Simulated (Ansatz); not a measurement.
Geometry relaxation, with input and output: C (part 2 of 2)

Continued. System: C (4 atoms in the cell). Method: DFT PBEsol, scalar-relativistic, plane waves, PAW, no spin polarisation (Ansatz 0.2.0); cutoff 420 eV, 18×18×18 k-mesh, Gaussian smearing of 0.1 eV. The structure derives from an entry of the Crystallography Open Database.

Geometry of the input (Å; fractional positions):
```
1.2300  0.7101  11.1500
-1.2300  0.7101  11.1500
0.0000  -1.4203  11.1500
C  0.0500  0.0500  0.0500
C  0.9500  0.9500  0.9500
C  0.2830  0.2830  0.2830
C  0.7170  0.7170  0.7170
```

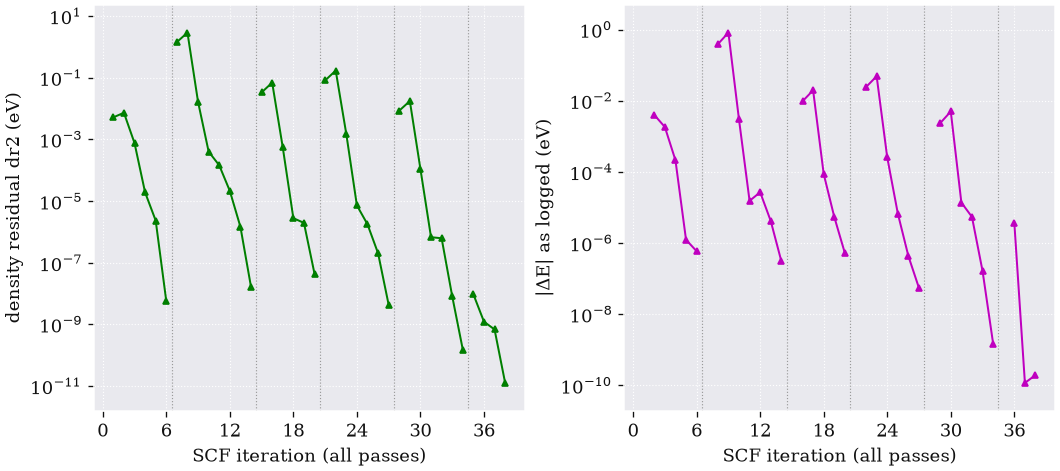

*Convergence of the self-consistent field: density residual dr2 and size of the energy change against the SCF iteration. The dotted lines part the SCF passes of the relaxation: geometry steps, rejected trials and re-solves on a re-selected basis.*

The 6 passes take 4 to 8 iterations each, 38 in all.

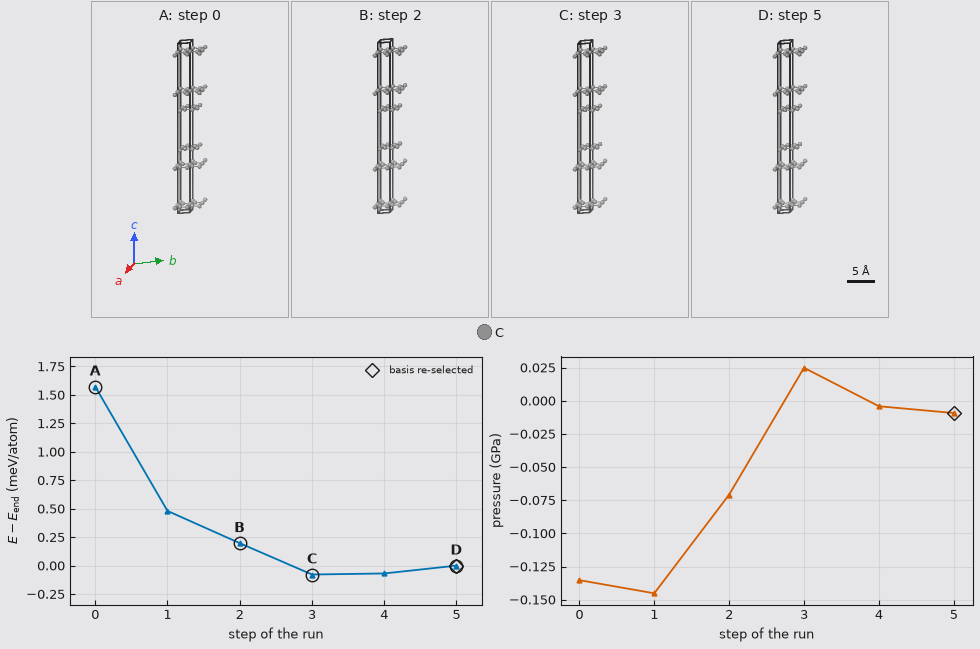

*Frames of the relaxation (ball-and-stick view of the cell 3 times as large as that of the calculation, set on its symmetry axes, repeated 2 × 2 × 1, seen slightly off an axis) above the curves, on which the letters mark them (the first geometry is step 0 here and step 1 in the log).*

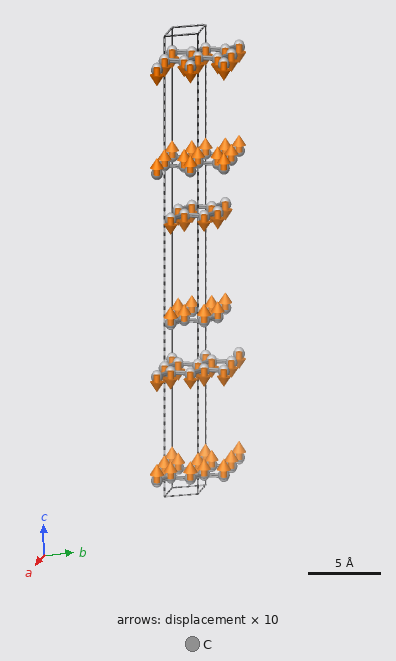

*Start (faint) and end (solid) with the displacements as orange arrows, magnified 10 times (ball-and-stick view of the cell 3 times as large as that of the calculation, set on its symmetry axes, repeated 2 × 2 × 1, seen slightly off an axis).*

The energy falls by 1.6 meV per atom in 4 geometry steps. The largest force component goes from 0.2 to 0.0014 eV/Å. The pressure goes from −0.14 to −0.01 GPa. The largest moves relative to the cell, 0.14 Å, are those of C1 and C2. The volume changes by −0.2 %, with a = b 2.460 → 2.459 Å (0.0 %), c 33.450 → 33.404 Å (−0.1 %). The space group stays R-3m (No. 166). A last SCF at the same geometry on a re-selected plane-wave basis shifts the energy by +0.1 meV per atom. (Atoms are counted from 1 in the order of the input.)

```
basis re-selected at this cell: Δ(F+E_penalty+E_count) = +2.747e-4 eV, ΔP = -0.005 GPa vs the last step (what re-selecting the basis moved, of the pressure what is left beyond the Pulay correction that the steps carried, after the strain that the cell walked since its last selection, with what the two solves' SCF thresholds leave and, on support functions, any second-order correction that the steps lacked; it is no measure of the basis error at this ecutwfc). This SCF's stress stands 1.39e-2 GPa from its target on what of the cell is left free (relax.cell.stress_tol is 5.00e-2 GPa) and its largest allowed force component is 1.37e-3 eV/Å (relax.f_tol is 5.00e-3 eV/Å): within both
SCF converged after 4 iterations
Free energy (F): -986.754961 eV
Harris-Foulkes:  -986.754961 eV  (|F-HF|=9.78e-12)
Internal energy: -986.754258 eV  (E = F + TS)
E sigma→0 (E₀):  -986.754610 eV
Entropy (-TS):   -0.000703 eV (-0.176 meV/atom)
Fermi energy:    2.498366 eV
--- Per-component energies (eV) ---
  E_band       = -106.469959
  E_kinetic    = 363.256627
  E_local      = -2114.401896  (includes V_loc(G=0)·N_el)
  E_nonlocal   = 109.668966
  E_hartree    = 899.656347
  E_xc         = -190.305815
  E_vxc        = -236.495535  (∫ρ·V_xc dr)
  E_paw        = -381.926971  (= ΣΔE_a)
  E_vpaw       = -27.810973  (= ΣTr[D̂ρ^β])
  E_aug_tail   = 0.000034  (compensation charges beyond the density's cutoff)
  E_ewald      = 327.214047
  E_core_change = 0.084402  (= ΣΔE_core)
  E_smearing   = -0.000703  (= −TS)
  E_closure    = 0.000000  (closes the sum)
  Σ components = -986.754961   (vs F -986.754961, Δ=0.00e0)
--- Forces (eV/Å), atoms counted from 1 ---
  atom   1  C      0.00000000    -0.00000000     0.00136993
  atom   2  C      0.00000000     0.00000000    -0.00136993
  atom   3  C      0.00000000    -0.00000000     0.00123027
  atom   4  C      0.00000000     0.00000000    -0.00123027
  max |Σ_I F_I| component: 6.51e-19 eV/Å
--- Stress (GPa, compression-positive) ---
       -0.013897       0.000000      -0.000000
        0.000000      -0.013897      -0.000000
       -0.000000      -0.000000      -0.000028
  P = ⅓ Tr σ = -0.0093 GPa (-0.093 kbar)
--- Band table (eV; the first three rows and the last of 580) ---
  k-point 0: bands = ["-17.0870", "-17.0021", "-5.5406", "-4.8638", "-0.4986", "-0.4986", "-0.4949", "-0.4949", "5.6000", "7.6985", "8.1650", "10.8531"]
  k-point 1: bands = ["-17.0134", "-16.9290", "-5.4515", "-4.7768", "-0.7983", "-0.7924", "-0.6586", "-0.6533", "5.6993", "7.7823", "8.2678", "10.8872"]
  k-point 2: bands = ["-16.7933", "-16.7101", "-5.1851", "-4.5167", "-1.6213", "-1.6111", "-1.0827", "-1.0750", "5.9973", "8.0360", "8.5735", "10.9190"]
  k-point 579: bands = ["-17.0869", "-17.0020", "-5.5396", "-4.8649", "-0.4988", "-0.4988", "-0.4947", "-0.4947", "6.0134", "6.4490", "9.6536", "10.8542"]
--- Relaxed structure (5 steps of the walk, 5 accepted, 1 SCFs on fresh bases) ---
  F+E_penalty+E_count = -986.75496092 eV   max|allowed force component| = 1.370e-3 eV/Å   (the final SCF, on the basis selected at the relaxed cell)
  cell:  # Å, volume = 58.3040 Å³
    - [1.2294587929564516, 0.7098283650543136, 11.13472487775728]
    - [-1.2294587929564516, 0.7098283650543136, 11.13472487775728]
    - [4.843561243013073e-33, -1.41965673015856, 11.134724877754097]
  atoms:
    - { symbol: C, position: [0.05406100569557457, 0.05406100569557457, 0.054061005695574586] }
    - { symbol: C, position: [0.9459389943044254, 0.9459389943044254, 0.9459389943044253] }
    - { symbol: C, position: [0.27926189765429943, 0.27926189765429943, 0.27926189765429943] }
    - { symbol: C, position: [0.7207381023457005, 0.7207381023457005, 0.7207381023457005] }
```

Trajectory as extended XYZ (Å, eV, eV/Å), 6 frames, from step=1 to step=6:
```
4
Lattice="1.2300 0.7101 11.1500 -1.2300 0.7101 11.1500 0.0000 -1.4203 11.1500" Properties=species:S:1:pos:R:3:forces:R:3 step=1 energy=-986.74867 pressure_GPa=-0.14
C     0.0000    0.0000    1.6725    0.0000   0.0000   0.1992
C     0.0000    0.0000   31.7775    0.0000   0.0000  -0.1992
C     0.0000    0.0000    9.4664    0.0000   0.0000   0.1580
C     0.0000    0.0000   23.9837    0.0000   0.0000  -0.1580
4
Lattice="1.2297 0.7100 11.2401 -1.2297 0.7100 11.2401 0.0000 -1.4199 11.2401" Properties=species:S:1:pos:R:3:forces:R:3 step=2 energy=-986.75304 pressure_GPa=-0.15
C     0.0000    0.0000    1.8825    0.0000   0.0000  -0.0463
C     0.0000    0.0000   31.8378    0.0000   0.0000   0.0463
C     0.0000    0.0000    9.3599    0.0000   0.0000  -0.0387
C     0.0000    0.0000   24.3604    0.0000   0.0000   0.0387
4
Lattice="1.2295 0.7099 11.2000 -1.2295 0.7099 11.2000 0.0000 -1.4198 11.2000" Properties=species:S:1:pos:R:3:forces:R:3 step=3 energy=-986.75417 pressure_GPa=-0.07
C     0.0000    0.0000    1.8464    0.0000   0.0000  -0.0010
C     0.0000    0.0000   31.7537    0.0000   0.0000   0.0010
C     0.0000    0.0000    9.3533    0.0000   0.0000   0.0037
C     0.0000    0.0000   24.2468    0.0000   0.0000  -0.0037
4
Lattice="1.2294 0.7098 11.1285 -1.2294 0.7098 11.1285 0.0000 -1.4196 11.1285" Properties=species:S:1:pos:R:3:forces:R:3 step=4 energy=-986.75527 pressure_GPa=0.02
C     0.0000    0.0000    1.7903    0.0000   0.0000   0.0078
C     0.0000    0.0000   31.5952    0.0000   0.0000  -0.0078
C     0.0000    0.0000    9.3375    0.0000   0.0000   0.0049
C     0.0000    0.0000   24.0481    0.0000   0.0000  -0.0049
4
Lattice="1.2295 0.7098 11.1347 -1.2295 0.7098 11.1347 0.0000 -1.4197 11.1347" Properties=species:S:1:pos:R:3:forces:R:3 step=5 energy=-986.75524 pressure_GPa=-0.00
C     0.0000    0.0000    1.8059    0.0000   0.0000   0.0014
C     0.0000    0.0000   31.5983    0.0000   0.0000  -0.0014
C     0.0000    0.0000    9.3285    0.0000   0.0000   0.0012
C     0.0000    0.0000   24.0757    0.0000   0.0000  -0.0012
4
Lattice="1.2295 0.7098 11.1347 -1.2295 0.7098 11.1347 0.0000 -1.4197 11.1347" Properties=species:S:1:pos:R:3:forces:R:3 step=6 energy=-986.75496 pressure_GPa=-0.01
C     0.0000    0.0000    1.8059    0.0000   0.0000   0.0014
C     0.0000    0.0000   31.5983    0.0000   0.0000  -0.0014
C     0.0000    0.0000    9.3285    0.0000   0.0000   0.0012
C     0.0000    0.0000   24.0757    0.0000   0.0000  -0.0012
```
